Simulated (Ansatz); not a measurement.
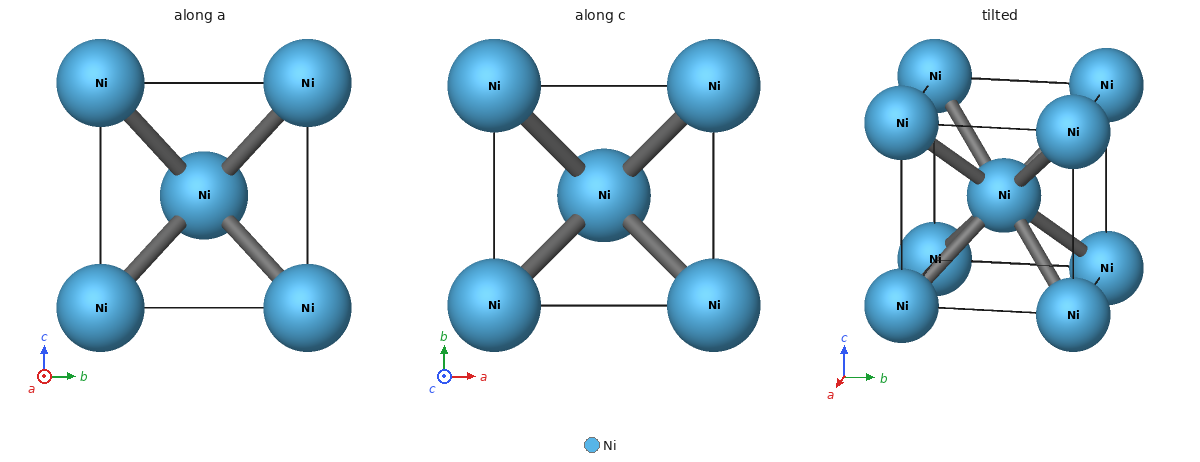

Shown here is a ball-and-stick view of the crystal, taken along the a axis, along the c axis and slightly off an axis. Lines trace the edges of the conventional unit cell.

- The element is nickel.
- It belongs to space group I4/mmm (No. 139) and has a body-centred tetragonal lattice.
- The cell holds two atoms.
- Coordination numbers (contacts within bonding distance): Ni 8. Not all metal-metal contacts are counted.

The structure was taken from a structure listed in the Materials Project. The cell was then strained or its atoms displaced on purpose. It went into a calculation with Ansatz.

At this level of theory the cell isn't at rest (compressed, at 63 GPa), so its distances can differ from those at equilibrium, the more so the softer the solid.
